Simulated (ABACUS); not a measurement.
**Band-structure run of V (part 1 of 2)**

System: V (Im-3m, 1 atom in the cell).
Method: Kohn-Sham DFT of a periodic cell, revTPSS, SG15 ONCV 1.2 PBE, spin-polarised (ABACUS 3.10.1).

The structure derives from an entry of the Crystallography Open Database.

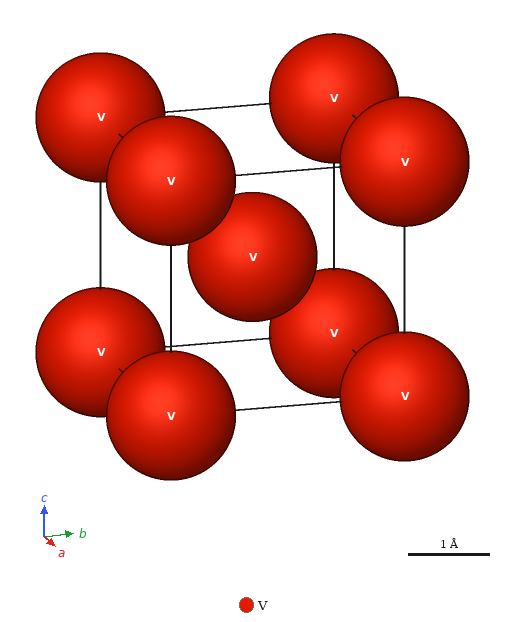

Figure 1. The structure (spheres-only view of the cell 2 times as large as that of the calculation, set on its symmetry axes, seen slightly off an axis).

**The input**
```
INPUT_PARAMETERS
suffix              V
calculation         scf
basis_type          pw
pseudo_dir          ./
symmetry            1
dft_functional      MGGA_X_REVTPSS+MGGA_C_REVTPSS
ecutwfc             97
pseudo_rcut         10
nspin               2
nbands              18
ks_solver           dav
smearing_method     fd
smearing_sigma      0.00367493
scf_thr             1e-08
scf_nmax            100
mixing_type         broyden
mixing_beta         0.4
cal_force           1
cal_stress          1
mixing_tau          1
out_chg             1
kpar                4
```

**File STRU**
```
ATOMIC_SPECIES
V 50.9415 V_ONCV_PBE-1.2.upf

LATTICE_CONSTANT
1.8897261246

LATTICE_VECTORS
-1.5143500000 1.5143500000 1.5143500000
1.5143500000 -1.5143500000 1.5143500000
1.5143500000 1.5143500000 -1.5143500000

ATOMIC_POSITIONS
Direct

V
0.0
1
0.0000000000 0.0000000000 0.0000000000 1 1 1 mag 2
```

**File KPT**
```
K_POINTS
0
Gamma
8 8 8 0 0 0
```

Run on 4 threads of Intel Xeon @ 2.90GHz (Ice Lake), 16 GiB of memory available, shared host.

Launched with:
```bash
OMP_NUM_THREADS=1 mpirun -np 4 abacus > log
```

**The program's output**
```
ABACUS v3.10.1

               Atomic-orbital Based Ab-initio Computation at UStc

 ------------------------------------------------------------------------------------

 READING GENERAL INFORMATION
                           global_out_dir = OUT.V/
                           global_in_card = INPUT
                               pseudo_dir = ./
                              orbital_dir =
                                    DSIZE = 4
                                    GSIZE = 1

 READING UNITCELL INFORMATION
                                    ntype = 1
                  lattice constant (Bohr) = 1.88973
              lattice constant (Angstrom) = 1

 READING ATOM TYPE 1
                               atom label = V
                      L=0, number of zeta = 1
                      L=1, number of zeta = 1
                      L=2, number of zeta = 1
             number of atom for this type = 1
               magnetization of element 1 = 2

                        TOTAL ATOM NUMBER = 1
DIRECT COORDINATES
    atom                   x                   y                   z     mag                  vx                  vy                  vz
taud_V1            0.0000000000        0.0000000000        0.0000000000  2.0000        0.0000000000        0.0000000000        0.0000000000

                          Volume (Bohr^3) = 93.7423
                             Volume (A^3) = 13.8912

 Lattice vectors: (Cartesian coordinate: in unit of a_0)
             -1.51435            +1.51435            +1.51435
             +1.51435            -1.51435            +1.51435
             +1.51435            +1.51435            -1.51435
 Reciprocal vectors: (Cartesian coordinate: in unit of 2 pi/a_0)
                   +0           +0.330175           +0.330175
            +0.330175                  +0           +0.330175
            +0.330175           +0.330175                  +0
 The esolver type has been set to : ksdft_pw

                PAO radial cut off (Bohr) = 10

 Read in pseudopotential file is V_ONCV_PBE-1.2.upf
                     pseudopotential type = NC
          exchange-correlation functional = PBE
                 nonlocal core correction = 0
                        valence electrons = 13
                                     lmax = 2
                           number of zeta = 0
                     number of projectors = 6
                           L of projector = 0
                           L of projector = 0
                           L of projector = 1
                           L of projector = 1
                           L of projector = 2
                           L of projector = 2
 XC functional updated to : MGGA_X_REVTPSS+MGGA_C_REVTPSS
          exchange-correlation functional = MGGA_X_REVTPSS+MGGA_C_REVTPSS
     initial pseudo atomic orbital number = 0
 The readin total magnetization is 2

 SETUP THE ELECTRONS NUMBER
             electron number of element V = 13
       total electron number of element V = 13
            AUTOSET number of electrons:  = 13
                           occupied bands = 7
                                   NBANDS = 18
                                   NLOCAL = 9

%%%%%%%%%%%%%%%%%%%%%%%%%%%%%%%%%%%%%%%%%%%%%%%%%%%%%%%%%%%%%%%%%%%%%%%%%%%%%%%%%%%%%%%%%%%%%%%%%%%%%%%%%%
 Warning: the number of valence electrons in pseudopotential > 5 for V: [Ar] 3d3 4s2
 Pseudopotentials with additional electrons can yield (more) accurate outcomes, but may be less efficient.
 If you're confident that your chosen pseudopotential is appropriate, you can safely ignore this warning.
%%%%%%%%%%%%%%%%%%%%%%%%%%%%%%%%%%%%%%%%%%%%%%%%%%%%%%%%%%%%%%%%%%%%%%%%%%%%%%%%%%%%%%%%%%%%%%%%%%%%%%%%%%

 SETUP THE PLANE WAVE BASIS
 energy cutoff for charge/potential (unit:Ry) = 388
            fft grid for charge/potential = [ 32, 32, 32 ]
                        fft grid division = [ 1, 1, 1 ]
        big fft grid for charge/potential = [ 32, 32, 32 ]
                                     nbxx = 32768
                                     nrxx = 32768

 SETUP PLANE WAVES FOR CHARGE/POTENTIAL
                    number of plane waves = 12017
                         number of sticks = 709

 PARALLEL PW FOR CHARGE/POTENTIAL
     PROC   COLUMNS(POT)             PW
        1            709          12017
 --------------- sum -------------------
        1            709          12017
                            number of |g| = 149
                                  max |g| = 34.8849
                                  min |g| = 0

----------- Double Check Mixing Parameters Begin ------------
mixing_type: broyden
mixing_beta: 0.4
mixing_gg0: 1
mixing_gg0_min: 0.1
mixing_beta_mag: 1.6
mixing_gg0_mag: 0
mixing_ndim: 8
----------- Double Check Mixing Parameters End ------------

 LATTICE VECTORS: (CARTESIAN COORDINATE: IN UNIT OF A0)
             -1.51435            +1.51435            +1.51435
             +1.51435            -1.51435            +1.51435
             +1.51435            +1.51435            -1.51435
                       right hand lattice = 1
                                   NORM_A = 2.62293
                                   NORM_B = 2.62293
                                   NORM_C = 2.62293
                           ALPHA (DEGREE) = 109.471
                           BETA  (DEGREE) = 109.471
                           GAMMA (DEGREE) = 109.471

 The lattice vectors have been changed (STRU_SIMPLE.cif)

(for optimal symmetric configuration:)
                             BRAVAIS TYPE = 2
                     BRAVAIS LATTICE NAME = 02. Cubic I (body-centered)
                                    ibrav = 2
                                    IBRAV = 2
                                  BRAVAIS = BODY CENTERED CUBIC
                       LATTICE CONSTANT A = 3.0287
Original cell was already a primitive cell.
                        ROTATION MATRICES = 48
              PURE POINT GROUP OPERATIONS = 48
                   SPACE GROUP OPERATIONS = 48
                              POINT GROUP = O_h
               POINT GROUP IN SPACE GROUP = O_h

 SETUP K-POINTS
                                    nspin = 2
                   Input type of k points = Monkhorst-Pack(Gamma)
                                   nkstot = 512
                       right hand lattice = 1
(for reciprocal lattice: )
                             BRAVAIS TYPE = 3
                     BRAVAIS LATTICE NAME = 03. Cubic F (face-centered)
                                    ibrav = 3
                       right hand lattice = 1
(for k-lattice: )
                             BRAVAIS TYPE = 3
                     BRAVAIS LATTICE NAME = 03. Cubic F (face-centered)
                                    ibrav = 3
                       right hand lattice = 1
                        ROTATION MATRICES = 48
                               nkstot_ibz = 29
K-POINTS REDUCTION ACCORDING TO SYMMETRY
     IBZ    DIRECT_X    DIRECT_Y    DIRECT_Z  WEIGHT  ibz2bz
       1  0.00000000  0.00000000  0.00000000  0.0020       0
       2 -0.12500000  0.12500000  0.00000000  0.0234       1
       3 -0.25000000  0.25000000  0.00000000  0.0234       2
       4 -0.37500000  0.37500000  0.00000000  0.0234       3
       5  0.50000000  0.50000000  0.00000000  0.0117       4
       6 -0.25000000  0.12500000  0.12500000  0.0469       9
       7 -0.12500000  0.37500000 -0.25000000  0.0938      10
       8  0.50000000  0.37500000  0.12500000  0.0938      11
       9  0.50000000  0.25000000  0.25000000  0.0469      18
      10  0.37500000  0.37500000  0.25000000  0.0469      19
      11 -0.12500000  0.37500000 -0.12500000  0.0156      73
      12  0.50000000  0.25000000  0.12500000  0.0469      74
      13  0.37500000  0.37500000  0.12500000  0.0234      75
      14 -0.12500000  0.12500000  0.12500000  0.0117      79
      15  0.37500000  0.25000000  0.25000000  0.0469      82
      16 -0.25000000  0.12500000  0.25000000  0.0469      86
      17 -0.37500000  0.37500000  0.12500000  0.0469      93
      18 -0.37500000  0.25000000  0.25000000  0.0469      94
      19  0.50000000  0.50000000  0.12500000  0.0234     100
      20  0.50000000  0.37500000  0.25000000  0.0938     101
      21  0.37500000  0.37500000  0.37500000  0.0156     109
      22  0.25000000  0.25000000  0.25000000  0.0039     146
      23  0.25000000  0.25000000 -0.25000000  0.0117     150
      24 -0.37500000  0.37500000  0.25000000  0.0469     157
      25  0.50000000  0.50000000  0.25000000  0.0234     164
      26  0.50000000  0.37500000  0.37500000  0.0469     165
      27 -0.37500000  0.37500000  0.37500000  0.0117     221
      28  0.50000000  0.50000000  0.37500000  0.0234     228
      29  0.50000000  0.50000000  0.50000000  0.0020     292

                               nkstot now = 29
[... K-POINTS DIRECT COORDINATES: 29 rows ...]

           k-point number in this process = 8
       minimum distributed K point number = 7
[... stars of the k points ...]
                             nks(nspin=2) = 16
                          nkstot(nspin=2) = 58

[... K-POINTS CARTESIAN COORDINATES: 16 rows ...]

[... K-POINTS DIRECT COORDINATES: 16 rows ...]

 SETUP PLANE WAVES FOR WAVE FUNCTIONS
     energy cutoff for wavefunc (unit:Ry) = 97
              fft grid for wave functions = [ 32, 32, 32 ]
                    number of plane waves = 2171
                         number of sticks = 229

 PARALLEL PW FOR WAVE FUNCTIONS
     PROC   COLUMNS(POT)             PW
        1            229           2171
 --------------- sum -------------------
        1            229           2171

 SETUP NONLOCAL PSEUDOPOTENTIALS IN PLANE WAVE BASIS
 V non-local projectors:
 projector 1 L=0
 projector 2 L=0
 projector 3 L=1
 projector 4 L=1
 projector 5 L=2
 projector 6 L=2
      TOTAL NUMBER OF NONLOCAL PROJECTORS = 18

 Init Non-Local PseudoPotential table :
 Init Non-Local-Pseudopotential done.

                                     npwx = 1520

 -------------------------------------------
 SELF-CONSISTENT
 -------------------------------------------
                                 init_chg = atomic

 PW ALGORITHM --------------- ION=   1  ELEC=   1--------------------------------
          total magnetism (Bohr mag/cell) = 0.960277
       absolute magnetism (Bohr mag/cell) = 0.960277
                        nelec for spin up = 6.98014
                      nelec for spin down = 6.01986

 Density error is 0.165038261
                          Error Threshold = 0.01
----------------------------------------------------------
     Energy           Rydberg                 eV
----------------------------------------------------------
 E_KohnSham     -141.9362106233      -1931.1412170055
 E_Harris       -144.5898747116      -1967.2461691833
 E_Fermi        1.3008750544         17.6993131262
----------------------------------------------------------

 PW ALGORITHM --------------- ION=   1  ELEC=   2--------------------------------
          total magnetism (Bohr mag/cell) = 0.427234938943
       absolute magnetism (Bohr mag/cell) = 0.442084280728
                        nelec for spin up = 6.71361746947
                      nelec for spin down = 6.28638253053

 Density error is 0.00825114898263
                          Error Threshold = 0.00126952508462
----------------------------------------------------------
     Energy           Rydberg                 eV
----------------------------------------------------------
 E_KohnSham     -142.0493631574      -1932.6807362116
 E_Harris       -142.3867697601      -1937.2713885521
 E_Fermi        1.2122102919         16.4929671445
----------------------------------------------------------

 PW ALGORITHM --------------- ION=   1  ELEC=   3--------------------------------
          total magnetism (Bohr mag/cell) = 0.398012493166
       absolute magnetism (Bohr mag/cell) = 0.398014501187
                        nelec for spin up = 6.69900624658
                      nelec for spin down = 6.30099375342

 Density error is 0.00154477582188
                          Error Threshold = 6.34703767895e-05
----------------------------------------------------------
     Energy           Rydberg                 eV
----------------------------------------------------------
 E_KohnSham     -142.0685590477      -1932.9419096980
 E_Harris       -141.9499987586      -1931.3288142104
 E_Fermi        1.1959436874         16.2716486363
----------------------------------------------------------

 PW ALGORITHM --------------- ION=   1  ELEC=   4--------------------------------
          total magnetism (Bohr mag/cell) = 0.35138720425
       absolute magnetism (Bohr mag/cell) = 0.351394156629
                        nelec for spin up = 6.67569360212
                      nelec for spin down = 6.32430639788

 Density error is 0.000494859219003
                          Error Threshold = 1.18828909375e-05
----------------------------------------------------------
     Energy           Rydberg                 eV
----------------------------------------------------------
 E_KohnSham     -142.0807646216      -1933.1079750502
 E_Harris       -142.0392857365      -1932.5436258662
 E_Fermi        1.1942662238         16.2488255720
----------------------------------------------------------

 PW ALGORITHM --------------- ION=   1  ELEC=   5--------------------------------
          total magnetism (Bohr mag/cell) = 0.266442916164
       absolute magnetism (Bohr mag/cell) = 0.266442916164
                        nelec for spin up = 6.63322145808
                      nelec for spin down = 6.36677854192

 Density error is 0.0001173992675
                          Error Threshold = 3.80660937694e-06
----------------------------------------------------------
     Energy           Rydberg                 eV
----------------------------------------------------------
 E_KohnSham     -142.0810925161      -1933.1124362845
 E_Harris       -142.1376831965      -1933.8823919915
 E_Fermi        1.1915986837         16.2125318279
```
